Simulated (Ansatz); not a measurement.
# I: 5 runs along one coordinate

System: I (C2/m, 1 atom in the cell).
Method: Kohn-Sham DFT of a periodic cell, PBE, Ansatz PAW, no spin polarisation (Ansatz 0.2.0).

The 5 runs differ only in the geometry, by an even scaling of the cell at fixed fractional positions. The structure derives from a Materials Project entry.

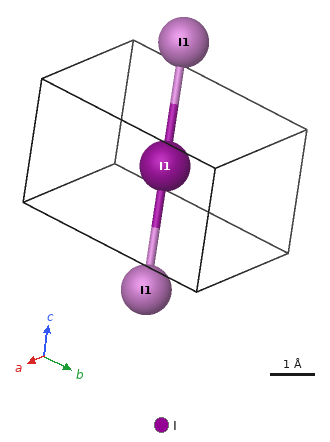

Figure 1. The structure of run 3 (ball-and-stick view of the cell of the calculation, seen slightly off an axis; neighbours outside the cell are drawn fainter; atoms are numbered from 1 in the order of the input).

## Input of run 3
```yaml
crystal:
  lattice:
    - [2.5213101828, -3.6817475095, 0.0]
    - [2.5213101828, 3.6817475095, 0.0]
    - [-1.6099961546, 0.0, 2.3651167932]
  atoms:
    - { symbol: I, position: [0.5, 0.5, 0.5] }
hamiltonian:
  xc: pbe
  pseudopotentials: { kind: paw }
kpoints:
  mp_grid: { grid: [7, 7, 11] }
scf:
  occupations: { method: fermi_dirac, width: 0.05 }
output:
  forces: true
  stress: true
  eigenvalues: true
```

Command:
```bash
ansatz run input.yaml --threads 2 --pin off --max-ram 5120MiB --backend cpu --events-out ev --progress --plain --runs-dir out
```

Lattice vectors (Å) and fractional positions of run 3:
```
   2.521310   -3.681748    0.000000
   2.521310    3.681748    0.000000
  -1.609996    0.000000    2.365117
I   0.500000  0.500000  0.500000
```

Run 2 differs from it as follows:
```diff
-    - [2.5213101828, -3.6817475095, 0.0]
-    - [2.5213101828, 3.6817475095, 0.0]
-    - [-1.6099961546, 0.0, 2.3651167932]
+    - [2.504040393, -3.6565292694, 0.0]
+    - [2.504040393, 3.6565292694, 0.0]
+    - [-1.5989684376, 0.0, 2.3489168547]
```

## Results, with one run withheld

| run | volume per atom (Å³) | free energy per atom, from the lowest run given (meV) | pressure (GPa) |
| --- | --- | --- | --- |
| 1 | 42.118 | 41.00 | 2.88 |
| 2 | 43.014 | ? | ? |
| 3 | 43.910 | 15.98 | 1.64 |
| 4 | 45.702 | 3.21 | 0.68 |
| 5 | 47.494 | 0.00 | −0.07 |

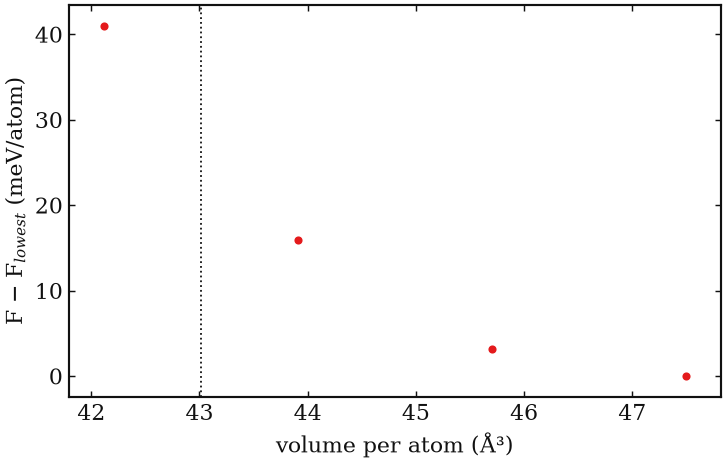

Figure 2. Free energy per atom of the runs given; the dotted line marks run 2.

Fit the runs given and predict run 2.

A quadratic polynomial in V^(−2/3) (the Birch–Murnaghan form), fitted to the 4 runs given, misses them by at most 0.09 meV per atom. With x = V^(−2/3) − 0.07936 Å⁻², it reads F = 8.7946 + 6285.5 x + 1.1152e+06 x² (meV per atom). At run 2 it gives 26.88 meV per atom, and the run itself gives 26.77. The slope of the fit gives a pressure −dF/dV of 2.22 GPa there, and the run prints 2.22 GPa. The fit has its minimum at 47.223 Å³ per atom, where V d²F/dV² gives 19.7 GPa. Cell shape and fractional positions are held, so this is the stiffness under even scaling; the relaxed bulk modulus wasn't computed and can be far lower in a crystal of layers, chains or molecules like this one.

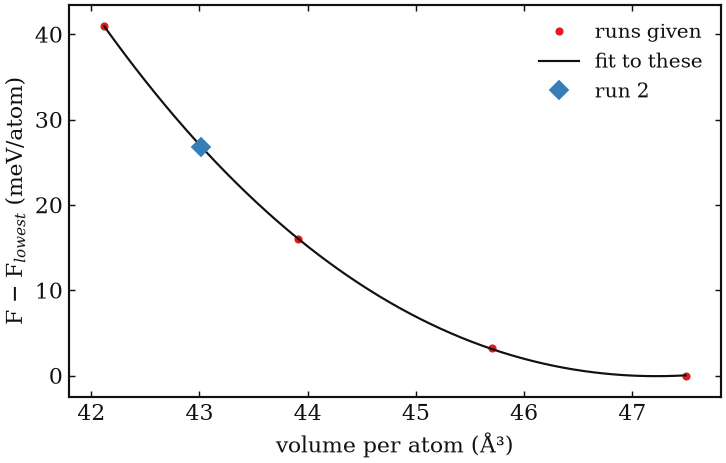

Figure 3. The fit and the withheld run.

## Output, shortened to warnings, some set-up lines, iterations and results (run 2)
```
Basis set: ecut = 420 eV, 835 PW (Γ), exchange–correlation on 60×60×40 points (8 copies of the dense FFT grid, shifted against one another)
Symmetry: 4 space group operations
k-points: 156 of 539
Initial density: superposition of atomic densities (neutral atoms: chi_scale 0, normalization atom), corrected by the library's trained network
[...]
SCF iter   1: F=—  HF=-7512.762188 eV  |F-HF|=—  |Δ(HF+E_count)|=         —  Δρ=4.23e-3  dr2=1.11e-2  ethr=1.77e-3  ⟨swp⟩=6.1  Hψ=13793  notcnv=0
SCF iter   2: F=—  HF=-7512.759362 eV  |F-HF|=—  |Δ(HF+E_count)|=   2.83e-3  Δρ=2.44e-3  dr2=4.24e-3  ethr=6.51e-5  ⟨swp⟩=1.8  Hψ=3541  notcnv=0
SCF iter   3: F=—  HF=-7512.757870 eV  |F-HF|=—  |Δ(HF+E_count)|=   1.49e-3  Δρ=4.85e-4  dr2=1.02e-4  ethr=2.49e-5  ⟨swp⟩=2.0  Hψ=3183  notcnv=0
SCF iter   4: F=—  HF=-7512.757831 eV  |F-HF|=—  |Δ(HF+E_count)|=   3.87e-5  Δρ=1.20e-4  dr2=8.26e-6  ethr=5.99e-7  ⟨swp⟩=2.0  Hψ=3311  notcnv=0
SCF iter   5: F=—  HF=-7512.757837 eV  |F-HF|=—  |Δ(HF+E_count)|=   6.30e-6  Δρ=5.18e-5  dr2=9.79e-7  ethr=4.86e-8  ⟨swp⟩=2.4  Hψ=2884  notcnv=0
SCF iter   6: F=-7512.757837 eV  HF=-7512.757837 eV  |F-HF|=7.61e-8  |Δ(HF+E_count)|=   4.48e-7  Δρ=1.63e-5  dr2=9.10e-8  ethr=5.88e-10  ⟨swp⟩=5.0  Hψ=10930  notcnv=0
SCF 1 converged in 6 iterations: F = -7512.757837 eV  dr2 = 9.10e-8
SCF converged after 6 iterations
Free energy (F): -7512.757837 eV
Harris-Foulkes:  -7512.757837 eV  (|F-HF|=7.61e-8)
Internal energy: -7512.753673 eV  (E = F + TS)
E sigma→0 (E₀):  -7512.755755 eV
Entropy (-TS):   -0.004164 eV (-4.164 meV/atom)
Fermi energy:    4.937525 eV
--- Per-component energies (eV) ---
  E_band       = -401.077900
  E_kinetic    = 188.784779
  E_local      = -2089.469266  (includes V_loc(G=0)·N_el)
  E_nonlocal   = -91.653602
  E_hartree    = 1066.911663
  E_xc         = -127.850134
  E_vxc        = -128.247395  (∫ρ·V_xc dr)
  E_paw        = -4814.996357  (= ΣΔE_a)
  E_vpaw       = -414.322084  (= ΣTr[D̂ρ^β])
  E_aug_tail   = -0.000010  (compensation charges beyond the density's cutoff)
  E_ewald      = -1644.480747
  E_smearing   = -0.004164  (= −TS)
  E_closure    = 0.000000  (closes the sum)
  Σ components = -7512.757837   (vs F -7512.757837, Δ=0.00e0)
--- Forces (eV/Å), atoms counted from 1 ---
  atom   1  I     -0.00000000     0.00000000     0.00000000
  max |Σ_I F_I| component: 6.31e-30 eV/Å
--- Stress (GPa, compression-positive) ---
        2.118480       0.000000      -1.912939
        0.000000       1.007307      -0.000000
       -1.912939      -0.000000       3.543037
  P = ⅓ Tr σ = 2.2229 GPa (22.229 kbar)
```

Notes: The cell holds an odd number of electrons but the run has no spin polarisation, so it comes out as a metal.
